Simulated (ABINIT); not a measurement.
# A GW chain in ABINIT: NaF (Villiaumite), part 3 of 3

Wanted: ground state, empty states, screening and self-energy for NaF (Villiaumite).

ABINIT 10.8.3; PBE and many-body steps on it, plane waves. Known limits of the many-body steps: not at the basis limit.

So far. Step 4 (Empty states on the mesh, 6×6×6 mesh, 151 bands): On this mesh the gap is 6.390 eV. Step 5 (Screening, 6×6×6 mesh, 143 bands, screening to 239.5 eV): Local fields lower ε∞ by 5 %.

The database entry behind the starting cell differs from later determinations by our own check (0.1 to 0.3 % short, probably kX units), so it need not match the best structure at ambient conditions.

### 6. Self-energy, 6×6×6 mesh, 143 bands, screening to 239.5 eV

The self-energy is evaluated for the states that the input lists, and the levels follow from it, in one-shot runs by the linearised quasiparticle equation.

This step: G0W0 on PBE, plane waves, norm-conserving pseudopotentials.

Contents of run.abi:

```
acell 3*1.0 Angstrom
rprim 
  0.000000000000 2.310000000000 2.310000000000
  2.310000000000 0.000000000000 2.310000000000
  2.310000000000 2.310000000000 0.000000000000
ntypat 2
znucl 11 9
natom 2
typat 1 2
xred 
  0.000000000000 0.000000000000 0.000000000000
  0.500000000000 0.500000000000 0.500000000000
pp_dirpath "pseudos"
pseudos "Na.upf, F.upf"
ecut 38
ngkpt 6 6 6
nshiftk 1
shiftk 0 0 0
kptopt 1
chksymbreak 0
istwfk *1
occopt 1
irdwfk 1
optdriver 4
nband 143
gwcalctyp 0
ecutsigx 38
symsigma 1
nkptgw 1
kptgw 
  0.0000000000 0.0000000000 0.0000000000
bdgw 
  6 12
ecuteps 8.8
irdscr 1
ppmodel 1
indata_prefix "in"
outdata_prefix "out"
tmpdata_prefix "tmp"
```

On the command line:

```bash
$ OMP_NUM_THREADS=1 mpirun -n 4 abinit run.abi > log
```

Numbers of over 12 decimals in the logs are rounded to 6 here.

Log:

```text
.Version 10.8.3 of ABINIT. v10.8.2 released Aug 2026.

 Symmetries : space group Fm -3 m (#225); Bravais cF (face-center cubic)
[... echo of the input left out ...]
== DATASET  1 ==================================================================
-   mpi_nproc: 4, omp_nthreads: 1 (-1 if OMP is not activated)

--- !DatasetInfo
iteration_state: {dtset: 1, }
dimensions: {natom: 2, nkpt: 16, mband: 143, nsppol: 1, nspinor: 1, nspden: 1, mpw: 1874, }
cutoff_energies: {ecut:  38.0, pawecutdg:  -1.0, }
electrons: {nelect:   1.60000000E+01, charge:   0.00000000E+00, occopt:   1.00000000E+00, tsmear:   1.00000000E-02, }

 SIGMA: Calculation of the GW corrections

 Based on a program developped by R.W. Godby, V. Olevano, G. Onida, and L. Reining.
 Incorporated in ABINIT by V. Olevano, G.-M. Rignanese, and M. Torrent.
.Using double precision arithmetic ; gwpc =  8

[... cell and pseudopotentials left out ...]
--------------------------------------------------------------------------------

 ==== K-mesh for the wavefunctions ====
 Number of points in the irreducible wedge :    16
[... list of points left out ...]
 Together with 48 symmetry operations and time-reversal symmetry
 yields   216 points in the full Brillouin Zone.

 ==== Q-mesh for screening function ====
 Number of points in the irreducible wedge :    16
[... list of points left out ...]
 Together with 48 symmetry operations and time-reversal symmetry
 yields   216 points in the full Brillouin Zone.

 vcoul_init : cutoff-mode = AUXILIARY_FUNCTION
 q-points for optical limit:   1
     1)      0.000010    0.000020    0.000030
 setmesh: FFT mesh size selected  =    36x   36x   36
          total number of points  =        46656

 Number of electrons calculated from density =   16.0000; Expected =   16.0000
 average of density, n =  0.096174
 r_s =    1.3540
 omega_plasma =   29.9147 [eV]

 === KS Band Gaps ===
  >>>> For spin  1
   Minimum direct gap =   6.3895 [eV], located at k-point      :   0.0000  0.0000  0.0000
   Fundamental gap    =   6.3895 [eV], Top of valence bands at :   0.0000  0.0000  0.0000
                                       Bottom of conduction at :   0.0000  0.0000  0.0000
 SIGMA fundamental parameters:
 PLASMON POLE MODEL  1
 number of plane-waves for SigmaX                 1837
 number of plane-waves for SigmaC and W            181
 number of plane-waves for wavefunctions          1837
 number of bands                                   143
 number of independent spin polarizations            1
 number of spinorial components                      1
 number of k-points in IBZ                          16
 number of q-points in IBZ                          16
 number of symmetry operations                      48
 number of k-points in BZ                          216
 number of q-points in BZ                          216
 number of frequencies for dSigma/dE                 9
 frequency step for dSigma/dE [eV]                0.25
 number of omega for Sigma on real axis              0
 max omega for Sigma on real axis  [eV]           0.00
 zcut for avoiding poles [eV]                     0.10

 EPSILON^-1 parameters (SCR file):
 dimension of the eps^-1 matrix on file            181
 dimension of the eps^-1 matrix used               181
 number of plane-waves for wavefunctions          1837
 number of bands                                   143
 number of q-points in IBZ                          16
 number of frequencies                               2
 number of real frequencies                          1
 number of imag frequencies                          1

 matrix elements of self-energy operator (all in [eV])

 Perturbative Calculation

--- !SelfEnergy_ee
iteration_state: {dtset: 1, }
kpoint     : [   0.000,    0.000,    0.000, ]
spin       : 1
KS_gap     :    6.390
QP_gap     :   10.565
Delta_QP_KS:    4.176
data: !SigmaeeData |
     Band     E0 <VxcDFT>   SigX SigC(E0)      Z dSigC/dE  Sig(E)    E-E0       E
        6  -1.330 -22.508 -30.235   4.307   0.824  -0.213 -25.328  -2.820  -4.149
        7  -1.330 -22.508 -30.235   4.307   0.824  -0.213 -25.328  -2.820  -4.149
        8  -1.330 -22.508 -30.235   4.307   0.824  -0.213 -25.328  -2.820  -4.149
        9   5.060  -9.465  -5.324  -2.642   0.905  -0.105  -8.109   1.356   6.416
       10  17.827  -7.169  -2.170  -3.210   0.903  -0.107  -5.553   1.616  19.443
       11  17.827  -7.169  -2.170  -3.210   0.903  -0.107  -5.553   1.616  19.443
       12  17.827  -7.169  -2.170  -3.210   0.903  -0.107  -5.553   1.616  19.443

== END DATASET(S) ==============================================================
================================================================================

 -outvars: echo values of variables after computation  --------
           etotal      0.0000000000E+00
            nband         143
             nkpt          16
          spgroup         225
 [... the other variables as echoed above ...]

 Calculation completed.
```

Elapsed: 8.1 s, on 4 MPI ranks of Intel Xeon Platinum 8488C (Sapphire Rapids), shared host; peak memory 0.94 GiB.

This step gave:

| Property | Result |
| --- | --- |
| G0W0 gap on the points computed | 10.57 eV |
| starting gap on the mesh | 6.390 eV |
| k of the valence top | 0, 0, 0 |
| k of the conduction bottom | 0, 0, 0 |
| Z at the valence top | 0.824 |
| Z at the conduction bottom | 0.905 |
| least direct G0W0 gap on the computed points | 10.57 eV |

The gap on the mesh goes from 6.39 eV to 10.57 eV, a correction of +4.18 eV.

Limits: finite bands, cutoff and mesh. v1 is the top filled band, c1 the lowest empty one. Levels before and after the correction, in eV, zero at the valence-band top of each column:

|  | conduction bottom | valence top |
| --- | --- | --- |
| Kohn-Sham | 6.39 | 0.00 |
| G0W0 | 10.56 | 0.00 |

|  | level | energy (eV) |
| --- | --- | --- |
| Kohn-Sham | Γ v3-v1 | 0.000 |
| Kohn-Sham | Γ c1 | 6.390 |
| Kohn-Sham | Γ c2-c4 | 19.156 |
| G0W0 | Γ v3-v1 | 0.000 |
| G0W0 | Γ c1 | 10.565 |
| G0W0 | Γ c2-c4 | 23.592 |

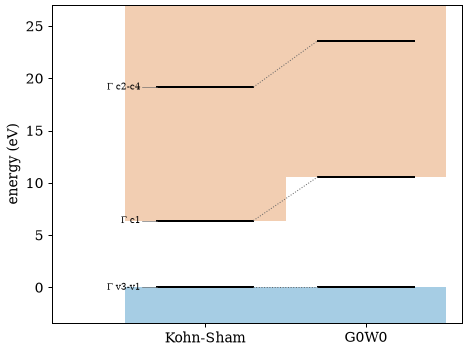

Levels before and after the correction. Shaded: valence and conduction bands.

### 7. Where the time went

Times are wall times on 4 MPI ranks of Intel Xeon Platinum 8488C (Sapphire Rapids), shared host, good to a factor of about two.

| step | time | share | memory (GiB) |
| --- | --- | --- | --- |
| ground state | 7 s | 6 % | 0.31 |
| bands along the symmetry lines | 5.1 s | 4 % | 0.29 |
| empty states on the mesh | 16 s | 14 % | 1.1 |
| screening | 77 s | 68 % | 1.1 |
| self-energy | 8.1 s | 7 % | 0.94 |

### 8. Summary of results

* PBE gap: 6.39 eV, direct
* G0W0 gap on the mesh: 10.57 eV
* GW settings: 6×6×6 mesh, 143 bands, screening to 239.5 eV, Godby-Needs plasmon pole
* known limits: not at the basis limit

G0W0 moves the gap on the mesh from 6.39 eV to 10.57 eV (+4.18 eV), with Z of 0.82 and 0.91 at the edges. Local fields lower the RPA ε∞ on this mesh from 1.90 to 1.80. Only 1 of the mesh's irreducible points was corrected, so a valley elsewhere could overtake. The dearest step here is «screening». Bands and cutoff are finite, so the gap is not at the basis limit. The miss can reach some tenths of an eV and take either sign; the mesh is an error of its own. In the G0W0 run levels were corrected at 1 k point alone, so a gap called «on the mesh» is the least over those, and an edge elsewhere would be missed.

[Paths, hosts, dates, memory and timing lines, banners, echoed tables and standing remarks are left out of the program output.]

[Logs are printed without paths, hosts, clocks, repeated set-up lines and the standing remarks that a program may print on its own settings, such as how far it seeks lower states.]

[Runs of the session that timed out or met a known fault of the program may be left out.]

[Hosts, paths, dates, database ids (printed as entryN), source tags and the programs' standing remarks are cut or masked in the printed files.]

[G0W0 gaps are taken among the corrected bands and points alone; a level outside them can change the order at an edge.]

[Where Ansatz stands beside ABINIT at settings called matched, ABINIT's density can come from a denser mesh and the files from another edition; pairs whose starting gaps differed by over 0.03 eV were left out, so agreement reads better than it is.]
